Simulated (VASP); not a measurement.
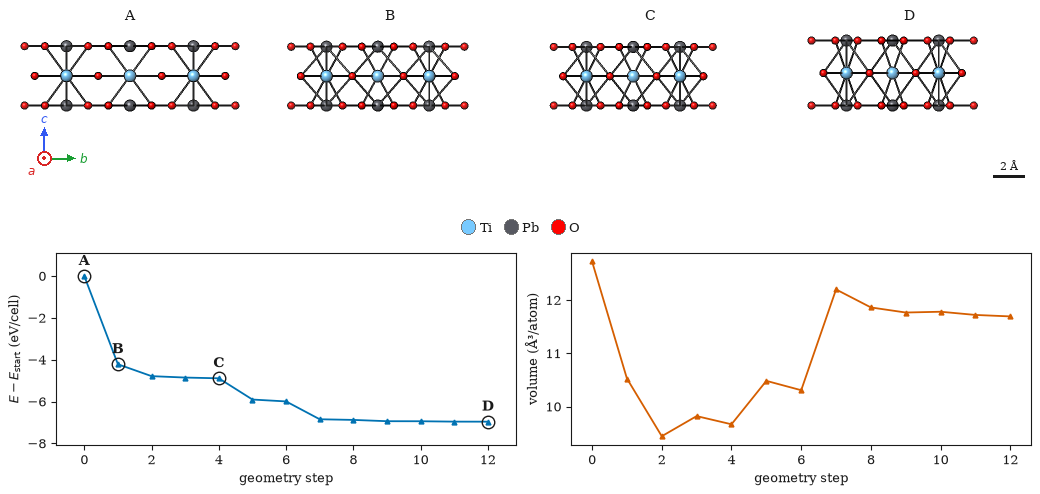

Frames of a relaxation of solid TiPbO$_{4}$ (a generated structure, set up in Cmmm), marked on the history of the run. A ball-and-stick model of the conventional cell (2 times the calculation's cell), seen along the a axis. Lengths and directions refer to the drawn axes.

The run lets cell and atoms move.

The calculation used Kohn-Sham DFT of a periodic cell, PBE, VASP PAW PBE potentials, recommended (VASP).

Input
```
  PREC = Normal
  ENCUT = 520
  EDIFF = 1E-4
  ISMEAR = 0
  SIGMA = 0.15
  LREAL = False
  LASPH = True
  NELM = 60
  ALGO = Fast
  ISIF = 3
  LWAVE = False
  LCHARG = False
  GGA = PE
  IBRION = 2
  NSW = 24
  EDIFFG = -0.08
```

Run as
```bash
cat potpaw_PBE.64/Ti_sv/POTCAR potpaw_PBE.64/Pb_d/POTCAR potpaw_PBE.64/O/POTCAR > POTCAR
mpirun -np 1 vasp_std > vasp.out
```

Q: Describe the path.

A: The largest moves relative to the cell, 0.29 Å, are those of O atoms. Ti and Pb stay in place. The drawn cell changes as follows: a 4.773 → 5.516 Å (+15.6 %), b 8.272 → 6.012 Å (−27.3 %), c 3.868 → 4.231 Å (+9.4 %); the volume changes by −8.1 %. Near-neighbour distances that change, for instance: O–O 2.814 → 1.457 Å, O–Pb 2.729 → 2.278 Å, O–Ti 2.388 → 2.040 Å, O–Ti 2.391 → 2.237 Å. Bond angles that change, for instance: Ti–O–Ti 107.9° → 142.0°. The space group stays Cmmm (No. 65). The energy falls by 6.958 eV per cell of the calculation in 12 geometry steps. Largest force component: 2.4 eV/Å at the start, 0.046 eV/Å at the end. The pressure goes from −14.61 to 0.01 GPa. From step 0 to 1: O atoms move most (0.09 Å), volume −17.3 %, energy −4.214 eV per cell of the calculation. From step 1 to 4: O atoms move most (0.04 Å), volume −8.2 %, energy −0.672 eV per cell of the calculation. From step 4 to 12: O atoms move most (0.17 Å), volume +20.9 %, energy −2.072 eV per cell of the calculation.

| step | E − E(0), meV/atom | largest force component, eV/Å | pressure, GPa | volume, Å³/atom |
| --- | --- | --- | --- | --- |
| 0 | 0.00 | 2.3656 | -14.61 | 12.725 |
| 1 | -702.41 | 1.2619 | 9.62 | 10.528 |
| 2 | -797.15 | 0.4138 | 43.00 | 9.444 |
| 3 | -808.40 | 1.1473 | 27.47 | 9.822 |
| 4 | -814.36 | 0.9181 | 33.10 | 9.668 |
| 5 | -983.50 | 2.0071 | 27.67 | 10.484 |
| 6 | -998.45 | 2.2372 | 27.22 | 10.308 |
| 7 | -1140.58 | 0.9431 | -6.95 | 12.200 |
| 8 | -1145.70 | 1.2776 | -2.80 | 11.862 |
| 9 | -1155.96 | 0.6566 | 0.00 | 11.767 |
| 10 | -1156.37 | 0.2750 | -0.63 | 11.781 |
| 11 | -1159.39 | 0.0579 | -0.21 | 11.721 |
| 12 | -1159.73 | 0.0461 | 0.01 | 11.693 |
